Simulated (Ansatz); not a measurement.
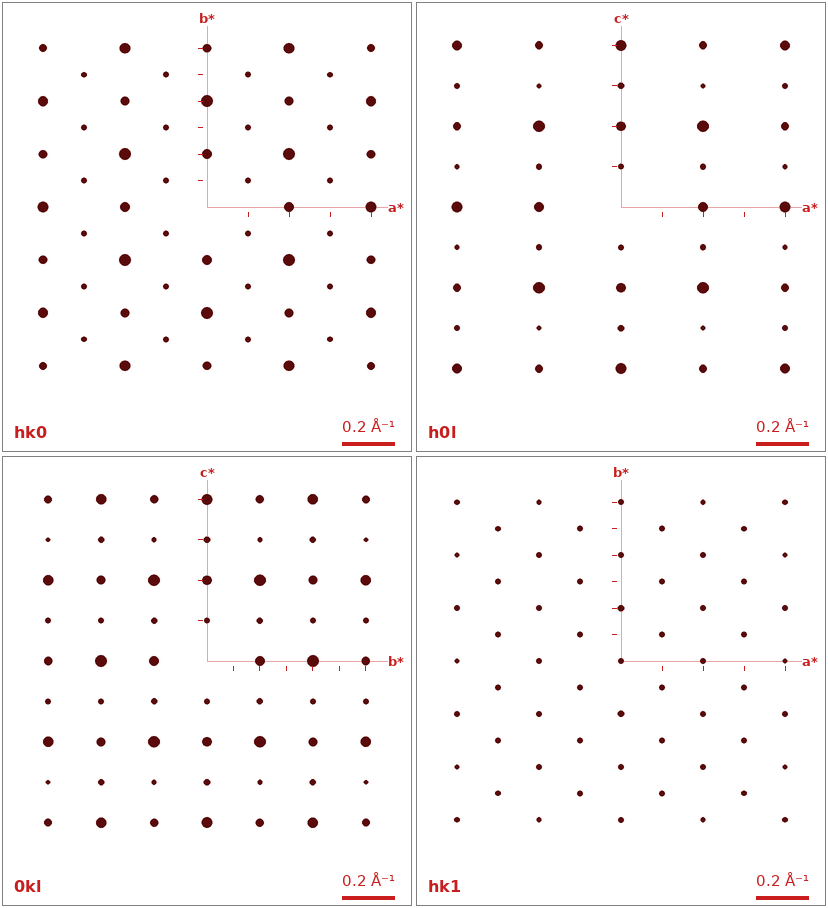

Four undistorted layers of reciprocal space, calculated for a single crystal (X-rays, kinematic |F|², B = 0.5 Å²). Tick marks count the reciprocal lattice steps of the conventional cell along each axis.

**Read the reciprocal cell and give the direct cell.**

a* = 0.159, b* = 0.103, c* = 0.157 Å⁻¹; the cell is orthorhombic with a = 6.29 Å, b = 9.75 Å, c = 6.39 Å.

**Which reflection conditions do the layers show?**

Reflections are present only under these conditions. hkl: h + k = 2n; hk0: h + k = 2n; h0l: h = 2n; 0kl: k = 2n; h00: h = 2n; 0k0: k = 2n; 00l: no condition. The lattice is C-centred (C).

**Which space groups fit?**

The intensities have Laue symmetry mmm (the hk0 layer shows 2mm, hk1 shows 2mm). With these conditions the candidates are C222 (No. 21), Cmm2 (No. 35), C2mm (No. 38), Cmmm (No. 65) (symbols for these axes; some are non-standard settings). Diffraction geometry alone does not choose among them; the structure has Cmmm. The compound is Hg. Structure: the end point of a relaxation with DFT PBE, scalar-relativistic, plane waves, PAW in Ansatz; the starting structure was generated, so it need not be a known form of this composition.
